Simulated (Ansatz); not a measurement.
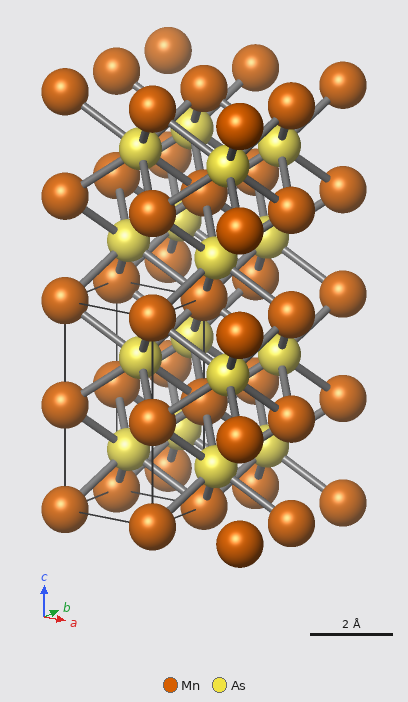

The structure as given in the input (ball-and-stick view of the cell of the calculation, repeated 2 × 2 × 2, seen slightly off an axis). An atom can appear more than once, as a periodic image. Near neighbours in the periodic cell (some may lie outside the picture): Mn has 6 As at 2.38 Å; As has 6 Mn at 2.38 Å.

**Run report: MnAs, geometry relaxation (part 1 of 2)**

System: MnAs (P6₃/mmc, 4 atoms in the cell).
Method: DFT PBEsol, scalar-relativistic, plane waves, PAW, spin-polarised (Ansatz 0.2.0).

The structure derives from an entry of the Crystallography Open Database. It belongs to a series of runs on one base structure; here: volume × 0.91, shape and atoms relaxed. Figures and captions count atoms from 1; the log counts them from 0 in places.

What the program printed
```
Engine: ansatz 0.2.0, x86_64-unknown-linux-gnu
Pseudopotentials: kind: paw
Pseudopotential: Mn, paw, valence charge 15, recommended cutoff 420 eV (normal), Mn.paw.azcp
Pseudopotential: As, paw, valence charge 15, recommended cutoff 420 eV (normal), As.paw.azcp
Functional definition: PBEsol
  exchange = pbesol_x
  correlation = pbesol_c
Crystal: 4 atoms, lattice volume = 53.728 Å³
Basis set: ecut = 420 eV, 1061 PW (Γ), exchange–correlation on 48×48×72 points (8 copies of the dense FFT grid, shifted against one another)
Bands: 40, of which v1, the nominal top of the filled ones, is band 30 counted from 1 (29 counted from 0)
Symmetry: 24 space group operations
Space group: P63/mmc (ITA 194), of the structure as read, at distance tolerance 3.8e-5 Å
Magnetic group: BNS 194.263 (UNI 1493), of the structure as read, at distance tolerance 3.8e-5 Å
k-points: 95 of 1152
Non-local potential: Mn, projectors of the file, l = 0: 3, l = 1: 2, l = 2: 3, l = 3: 1
Non-local potential: As, projectors of the file, l = 0: 2, l = 1: 2, l = 2: 3, l = 3: 1
PAW form: soft (Blöchl's): semilocal exchange-correlation on the pseudo side does not see the compensation charge
PAW frozen core: Mn, regenerated for the run's functional, and the local potential with it (the file was generated under x = pbe(κ = 0.804, μ = 0.2195149727645171), c = pbe(β = 0.06672455060314922))
PAW frozen core: As, regenerated for the run's functional, and the local potential with it (the file was generated under x = pbe(κ = 0.804, μ = 0.2195149727645171), c = pbe(β = 0.06672455060314922))
PAW one-centre angular grid: Mn, 590 points (default); XC on 64 Gauss nodes
PAW one-centre angular grid: As, 590 points (default); XC on 64 Gauss nodes
Initial density: superposition of atomic densities (chi_scale 0.1, normalization cell)
Starting moments: Σ|m| = 5.32 μB on 2 of 4 sites
Initial wavefunctions: pseudopotential atomic-orbital guess
Functional: x = pbesol(κ = 0.804, μ = 0.12345679012345678), c = pbesol(β = 0.046)
SCF iter   1: F=—  HF=-17362.699991 eV  |F-HF|=—  |Δ(HF+E_count)|=         —  Δρ=4.16e-2 (↑4.16e-2 ↓3.49e-2)  dr2=1.94e0  dr2_m=1.14e-1  M=4.827 μB ∫|m|=5.140 μB  β_m=0.30  ethr=3.10e-3  ⟨swp⟩=5.5  Hψ=25909  notcnv=0  defer=16
Mixer restart at iter 1: flushing history
preconditioner: auto → Kerker (q_TF=auto, 2.779 Å⁻¹)  [metal: Δε(μ)=0.014 eV  Ē_g=9.191 eV  σ=0.100 eV  W_gap=0.08  n_scr=22 (ndim 8)  ℏωp=24.8 eV  f_vac=0.000  D(μ)=2.53/eV (n_scr^D=22)]
spin=Collinear: Kerker preconditioning applied to the charge; magnetization (m = ρ↑ − ρ↓) channel mixes plain (no charge-response kernel on spin).
SCF iter   2: F=—  HF=-17361.994131 eV  |F-HF|=—  |Δ(HF+E_count)|=   7.06e-1  Δρ=1.78e-2 (↑1.78e-2 ↓1.77e-2)  dr2=3.52e-1  dr2_m=5.92e-2  M=4.820 μB ∫|m|=5.202 μB  β_m=0.35  ethr=3.10e-3  ⟨swp⟩=2.6  Hψ=11012  notcnv=0  defer=603
SCF iter   3: F=—  HF=-17362.807863 eV  |F-HF|=—  |Δ(HF+E_count)|=   8.14e-1  Δρ=1.53e-2 (↑1.53e-2 ↓1.42e-2)  dr2=4.42e-1  dr2_m=2.58e-2  M=4.739 μB ∫|m|=5.171 μB  β_m=0.62  ethr=5.87e-4  ⟨swp⟩=2.0  Hψ=8824  notcnv=0  defer=603
SCF iter   4: F=—  HF=-17364.197754 eV  |F-HF|=—  |Δ(HF+E_count)|=    1.39e0  Δρ=1.32e-2 (↑5.98e-3 ↓1.32e-2)  dr2=2.77e-1  dr2_m=1.57e-2  M=4.457 μB ∫|m|=4.947 μB  β_m=0.41  ethr=5.87e-4  ⟨swp⟩=3.0  Hψ=13140  notcnv=0  defer=603
SCF iter   5: F=—  HF=-17364.239261 eV  |F-HF|=—  |Δ(HF+E_count)|=         —  Δρ=2.15e-2 (↑2.15e-2 ↓1.46e-2)  dr2=4.66e-2  dr2_m=1.50e-1  M=3.976 μB ∫|m|=4.411 μB  β_m=0.84  ethr=4.62e-4  ⟨swp⟩=2.3  Hψ=11177  notcnv=0  defer=588
Mixer restart at iter 5: flushing history
SCF iter   6: F=—  HF=-17364.285323 eV  |F-HF|=—  |Δ(HF+E_count)|=   4.61e-2  Δρ=7.37e-3 (↑2.18e-3 ↓7.37e-3)  dr2=5.03e-2  dr2_m=5.30e-3  M=3.952 μB ∫|m|=4.386 μB  β_m=0.90  ethr=7.77e-5  ⟨swp⟩=2.2  Hψ=14034  notcnv=0  defer=588
SCF iter   7: F=—  HF=-17364.293053 eV  |F-HF|=—  |Δ(HF+E_count)|=   7.73e-3  Δρ=9.38e-3 (↑9.38e-3 ↓2.17e-3)  dr2=2.46e-2  dr2_m=1.22e-2  M=3.862 μB ∫|m|=4.275 μB  β_m=0.81  ethr=7.77e-5  ⟨swp⟩=2.6  Hψ=14504  notcnv=0  defer=588
SCF iter   8: F=—  HF=-17364.280982 eV  |F-HF|=—  |Δ(HF+E_count)|=   1.21e-2  Δρ=5.23e-4 (↑5.23e-4 ↓4.19e-4)  dr2=5.64e-4  dr2_m=2.79e-5  M=3.874 μB ∫|m|=4.288 μB  β_m=0.90  ethr=4.11e-5  ⟨swp⟩=2.0  Hψ=15670  notcnv=0  defer=598
SCF iter   9: F=—  HF=-17364.281624 eV  |F-HF|=—  |Δ(HF+E_count)|=   6.42e-4  Δρ=6.12e-4 (↑4.36e-4 ↓6.12e-4)  dr2=4.88e-4  dr2_m=5.94e-6  M=3.877 μB ∫|m|=4.289 μB  β_m=0.95  ethr=9.40e-7  ⟨swp⟩=2.2  Hψ=9613  notcnv=0  defer=598
SCF iter  10: F=—  HF=-17364.281718 eV  |F-HF|=—  |Δ(HF+E_count)|=   9.44e-5  Δρ=1.73e-4 (↑1.09e-4 ↓1.73e-4)  dr2=4.17e-5  dr2_m=2.95e-6  M=3.883 μB ∫|m|=4.296 μB  β_m=0.76  ethr=8.13e-7  ⟨swp⟩=2.0  Hψ=11760  notcnv=0  defer=598
SCF iter  11: F=—  HF=-17364.281683 eV  |F-HF|=—  |Δ(HF+E_count)|=   3.53e-5  Δρ=1.45e-4 (↑1.14e-4 ↓1.45e-4)  dr2=3.29e-5  dr2_m=2.13e-7  M=3.886 μB ∫|m|=4.300 μB  β_m=0.88  ethr=6.94e-8  ⟨swp⟩=2.1  Hψ=12677  notcnv=0  defer=598
SCF iter  12: F=—  HF=-17364.281683 eV  |F-HF|=—  |Δ(HF+E_count)|=   3.78e-7  Δρ=3.09e-5 (↑3.09e-5 ↓1.67e-5)  dr2=1.17e-6  dr2_m=5.26e-8  M=3.885 μB ∫|m|=4.299 μB  β_m=0.94  ethr=5.48e-8  ⟨swp⟩=1.9  Hψ=8716  notcnv=0  defer=598
SCF iter  13: F=—  HF=-17364.281683 eV  |F-HF|=—  |Δ(HF+E_count)|=   2.99e-8  Δρ=1.68e-5 (↑9.48e-6 ↓1.68e-5)  dr2=3.79e-7  dr2_m=8.36e-9  M=3.884 μB ∫|m|=4.298 μB  β_m=0.97  ethr=1.96e-9  ⟨swp⟩=2.6  Hψ=11995  notcnv=0  defer=598
SCF iter  14: F=—  HF=-17364.281683 eV  |F-HF|=—  |Δ(HF+E_count)|=   3.36e-8  Δρ=9.05e-7 (↑7.77e-7 ↓9.05e-7)  dr2=1.45e-9  dr2_m=1.92e-11  M=3.884 μB ∫|m|=4.298 μB  β_m=0.99  ethr=6.31e-10  ⟨swp⟩=2.0  Hψ=9158  notcnv=0  defer=598
SCF iter  15: F=-17364.281683 eV  HF=-17364.281683 eV  |F-HF|=1.15e-9  |Δ(HF+E_count)|=  4.18e-10  Δρ=1.00e-6 (↑4.66e-7 ↓1.00e-6)  dr2=1.32e-9  dr2_m=4.56e-11  M=3.884 μB ∫|m|=4.298 μB  ethr=2.41e-12  ⟨swp⟩=9.5  Hψ=46901  notcnv=0
SCF 1 converged in 15 iterations: F = -17364.281683 eV  dr2 = 1.32e-9
  greatest PAW one-centre occupation: 1.001 electrons in one spin orbital (limit 2), on the Mn atom at site 1 (counted from 0), in its partial waves of l = 1
relax step   1: F+E_penalty+E_count = -17364.28168267 eV  Δ(F+E_penalty+E_count) = +0.000e0 eV  max|allowed force component| = 1.099e-17 eV/Å  Δτ_max = 0.0000 Å  P = +11.784 GPa  Ω = 53.728 Å³  fix = [volume]  reactions: volume +11.784 GPa  (15 SCF iters, dr2 threshold 1.00e-7 eV, accepted)
Initial density: handed on by an earlier stage of this run
Starting moments: Σ|m| = 5.32 μB on 2 of 4 sites; this step starts from the density that it was given
Initial wavefunctions: those handed on with the density
iter 1 solved again at ethr=4.58e-8 eV; its pass at ethr=3.10e-3 eV (dr2=2.75e-5 eV) is discarded
SCF iter   1: F=—  HF=-17364.282028 eV  |F-HF|=—  |Δ(HF+E_count)|=         —  Δρ=2.41e-4 (↑1.88e-4 ↓2.41e-4)  dr2=3.41e-5  dr2_m=1.55e-5  M=3.882 μB ∫|m|=4.297 μB  β_m=0.65  ethr=4.58e-8  ⟨swp⟩=3.0  Hψ=33157  notcnv=0
preconditioner: auto → none  [metal: Δε(μ)=0.016 eV  Ē_g=8.973 eV  σ=0.100 eV  W_gap=0.09  n_scr=2 (ndim 8)  ℏωp=24.8 eV  f_vac=0.000  D(μ)=3.19/eV (n_scr^D=34)]
SCF iter   2: F=—  HF=-17364.282023 eV  |F-HF|=—  |Δ(HF+E_count)|=   5.29e-6  Δρ=1.00e-4 (↑8.86e-5 ↓1.00e-4)  dr2=1.50e-6  dr2_m=3.73e-6  M=3.882 μB ∫|m|=4.296 μB  β_m=0.57  ethr=4.58e-8  ⟨swp⟩=2.0  Hψ=11115  notcnv=0
SCF iter   3: F=—  HF=-17364.282024 eV  |F-HF|=—  |Δ(HF+E_count)|=   1.92e-6  Δρ=5.53e-5 (↑5.53e-5 ↓4.39e-5)  dr2=1.92e-6  dr2_m=6.26e-7  M=3.882 μB ∫|m|=4.297 μB  β_m=0.54  ethr=2.50e-9  ⟨swp⟩=2.0  Hψ=13398  notcnv=0
SCF iter   4: F=—  HF=-17364.282024 eV  |F-HF|=—  |Δ(HF+E_count)|=   3.64e-7  Δρ=2.83e-5 (↑2.83e-5 ↓2.38e-5)  dr2=2.95e-7  dr2_m=2.28e-7  M=3.882 μB ∫|m|=4.296 μB  β_m=0.56  ethr=2.50e-9  ⟨swp⟩=2.0  Hψ=13385  notcnv=0
SCF iter   5: F=-17364.282024 eV  HF=-17364.282024 eV  |F-HF|=2.44e-7  |Δ(HF+E_count)|=   3.51e-8  Δρ=1.34e-5 (↑1.34e-5 ↓1.22e-5)  dr2=2.74e-7  dr2_m=1.07e-8  M=3.882 μB ∫|m|=4.297 μB  ethr=4.92e-10  ⟨swp⟩=6.1  Hψ=45699  notcnv=0
SCF 2 converged in 5 iterations: F = -17364.282024 eV  dr2 = 2.74e-7
relax step   2: F+E_penalty+E_count = -17364.28202388 eV  Δ(F+E_penalty+E_count) = -3.412e-4 eV  max|allowed force component| = 2.544e-17 eV/Å  Δτ_max = 0.0000 Å  P = +11.724 GPa  Ω = 53.728 Å³  energy of the carried Pulay correction = -2.006e-6 eV  fix = [volume]  reactions: volume +11.724 GPa  (5 SCF iters, dr2 threshold 4.00e-7 eV, accepted)
iter 1 solved again at ethr=3.71e-8 eV; its pass at ethr=3.10e-3 eV (dr2=2.23e-5 eV) is discarded
SCF iter   1: F=—  HF=-17364.282131 eV  |F-HF|=—  |Δ(HF+E_count)|=         —  Δρ=2.27e-4 (↑1.76e-4 ↓2.27e-4)  dr2=2.75e-5  dr2_m=1.43e-5  M=3.879 μB ∫|m|=4.295 μB  β_m=0.65  ethr=3.71e-8  ⟨swp⟩=3.0  Hψ=33360  notcnv=0
preconditioner: auto → none  [metal: Δε(μ)=0.006 eV  Ē_g=8.972 eV  σ=0.100 eV  W_gap=0.03  n_scr=2 (ndim 8)  ℏωp=24.8 eV  f_vac=0.000  D(μ)=3.21/eV (n_scr^D=34)]
SCF iter   2: F=—  HF=-17364.282127 eV  |F-HF|=—  |Δ(HF+E_count)|=   3.78e-6  Δρ=9.58e-5 (↑7.84e-5 ↓9.58e-5)  dr2=8.81e-7  dr2_m=3.31e-6  M=3.879 μB ∫|m|=4.295 μB  β_m=0.58  ethr=3.71e-8  ⟨swp⟩=2.0  Hψ=11083  notcnv=0
SCF iter   3: F=—  HF=-17364.282129 eV  |F-HF|=—  |Δ(HF+E_count)|=   1.63e-6  Δρ=4.05e-5 (↑4.05e-5 ↓3.80e-5)  dr2=9.84e-7  dr2_m=4.40e-7  M=3.879 μB ∫|m|=4.295 μB  β_m=0.59  ethr=1.47e-9  ⟨swp⟩=2.0  Hψ=13398  notcnv=0
SCF iter   4: F=—  HF=-17364.282129 eV  |F-HF|=—  |Δ(HF+E_count)|=   4.25e-8  Δρ=3.32e-5 (↑3.32e-5 ↓1.90e-5)  dr2=4.34e-7  dr2_m=2.12e-7  M=3.879 μB ∫|m|=4.295 μB  β_m=0.54  ethr=1.47e-9  ⟨swp⟩=2.0  Hψ=13393  notcnv=0
SCF iter   5: F=—  HF=-17364.282128 eV  |F-HF|=—  |Δ(HF+E_count)|=   5.50e-8  Δρ=1.52e-5 (↑1.52e-5 ↓7.95e-6)  dr2=1.03e-7  dr2_m=3.75e-8  M=3.879 μB ∫|m|=4.295 μB  β_m=0.67  ethr=7.23e-10  ⟨swp⟩=2.0  Hψ=8567  notcnv=0
SCF iter   6: F=-17364.282128 eV  HF=-17364.282128 eV  |F-HF|=1.95e-8  |Δ(HF+E_count)|=   1.79e-8  Δρ=3.70e-6 (↑3.70e-6 ↓3.22e-6)  dr2=2.07e-8  dr2_m=6.32e-10  M=3.879 μB ∫|m|=4.295 μB  ethr=1.72e-10  ⟨swp⟩=5.4  Hψ=43254  notcnv=0
SCF 3 converged in 6 iterations: F = -17364.282128 eV  dr2 = 2.07e-8
relax step   3: F+E_penalty+E_count = -17364.28212844 eV  Δ(F+E_penalty+E_count) = -1.046e-4 eV  max|allowed force component| = 2.718e-17 eV/Å  Δτ_max = 0.0000 Å  P = +11.669 GPa  Ω = 53.728 Å³  energy of the carried Pulay correction = -3.836e-6 eV  fix = [volume]  reactions: volume +11.669 GPa  (6 SCF iters, dr2 threshold 1.09e-7 eV, accepted)
Initial wavefunctions: pseudopotential atomic-orbital guess (no wavefunctions were taken with the density)
iter 1 solved again at ethr=3.57e-8 eV; its pass at ethr=3.10e-3 eV (dr2=2.14e-5 eV) is discarded
SCF iter   1: F=—  HF=-17364.282135 eV  |F-HF|=—  |Δ(HF+E_count)|=         —  Δρ=4.29e-6 (↑4.29e-6 ↓2.69e-6)  dr2=9.50e-9  dr2_m=2.27e-9  M=3.879 μB ∫|m|=4.295 μB  β_m=0.65  ethr=3.57e-8  ⟨swp⟩=3.1  Hψ=47896  notcnv=0
SCF iter   2: F=—  HF=-17364.282135 eV  |F-HF|=—  |Δ(HF+E_count)|=   4.28e-7  Δρ=4.19e-6 (↑4.19e-6 ↓1.20e-6)  dr2=9.11e-9  dr2_m=1.90e-9  M=3.879 μB ∫|m|=4.295 μB  β_m=0.34  ethr=1.58e-11  ⟨swp⟩=2.4  Hψ=14556  notcnv=0
SCF iter   3: F=—  HF=-17364.282135 eV  |F-HF|=—  |Δ(HF+E_count)|=   2.48e-9  Δρ=1.24e-6 (↑1.01e-6 ↓1.24e-6)  dr2=2.52e-10  dr2_m=3.14e-10  M=3.879 μB ∫|m|=4.295 μB  β_m=0.53  ethr=1.52e-11  ⟨swp⟩=2.0  Hψ=12509  notcnv=0
SCF iter   4: F=—  HF=-17364.282135 eV  |F-HF|=—  |Δ(HF+E_count)|=  5.46e-10  Δρ=3.41e-7 (↑3.41e-7 ↓2.68e-7)  dr2=1.55e-10  dr2_m=8.03e-12  M=3.879 μB ∫|m|=4.295 μB  β_m=0.58  ethr=1.00e-12  ⟨swp⟩=2.7  Hψ=12414  notcnv=0
SCF iter   5: F=—  HF=-17364.282135 eV  |F-HF|=—  |Δ(HF+E_count)|=  4.73e-11  Δρ=1.68e-7 (↑9.13e-8 ↓1.68e-7)  dr2=4.95e-12  dr2_m=7.97e-12  M=3.879 μB ∫|m|=4.295 μB  β_m=0.79  ethr=1.00e-12  ⟨swp⟩=1.9  Hψ=8368  notcnv=0
SCF iter   6: F=-17364.282135 eV  HF=-17364.282135 eV  |F-HF|=6.18e-11  |Δ(HF+E_count)|=  5.09e-11  Δρ=2.64e-7 (↑9.17e-8 ↓2.64e-7)  dr2=7.27e-11  dr2_m=5.12e-12  M=3.879 μB ∫|m|=4.295 μB  ethr=1.00e-12  ⟨swp⟩=4.1  Hψ=32130  notcnv=0
SCF 4 converged in 6 iterations: F = -17364.282135 eV  dr2 = 7.27e-11
relax step   4: F+E_penalty+E_count = -17364.28213486 eV  Δ(F+E_penalty+E_count) = -6.414e-6 eV  max|allowed force component| = 2.833e-17 eV/Å  Δτ_max = 0.0000 Å  P = +11.669 GPa  Ω = 53.728 Å³  fix = [volume]  reactions: volume +11.669 GPa  stress off target by 1.23e-2 GPa on what of the cell is left free  SCF on the basis re-selected at this cell (its energy is not comparable with the rows above)  (6 SCF iters)
```

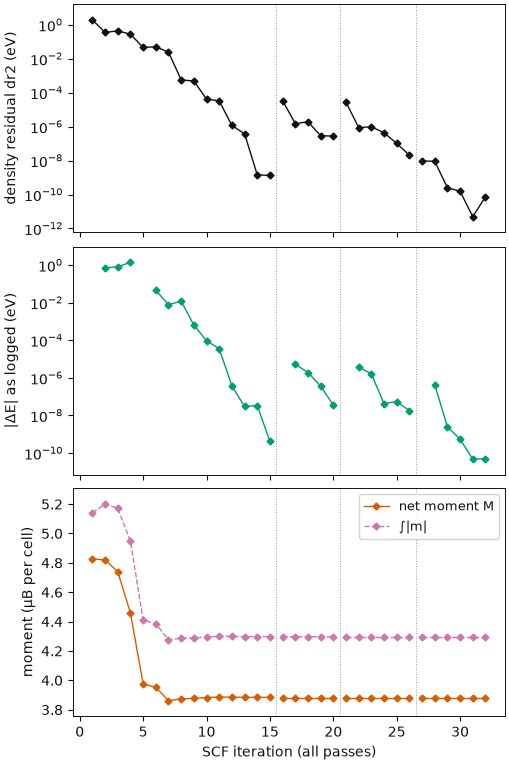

Convergence of the self-consistent field: density residual dr2, size of the energy change and magnetic moment against the SCF iteration. The dotted lines part the SCF passes of the relaxation: geometry steps, rejected trials and re-solves on a re-selected basis. The passes take 15, 5, 6 and 6 iterations. The net moment goes from 4.8 to 3.9 μB per cell.

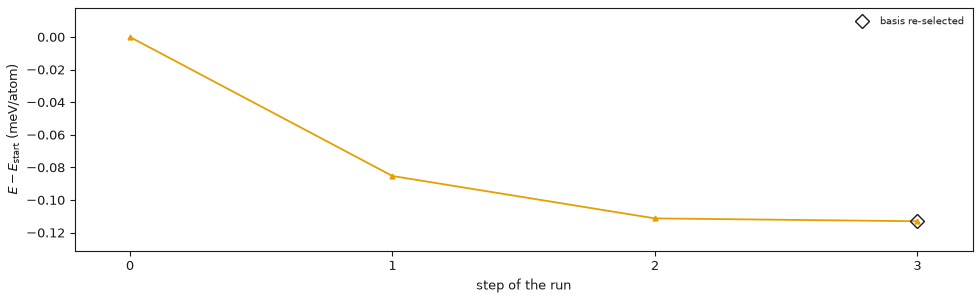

Progress of the relaxation, step by step (the first geometry is step 0 here and step 1 in the log). After 2 geometry steps the energy has fallen by 0.1 meV per atom. All forces vanish by symmetry, so only the cell relaxes. The pressure goes from 11.78 to 11.67 GPa. The atoms keep their places relative to the cell (all moves are under 0.005 Å). The space group stays P6_3/mmc (No. 194). A last SCF at the same geometry on a re-selected plane-wave basis shifts the energy by next to nothing (0.0 meV per atom). (Atoms are counted from 1 in the order of the input.)
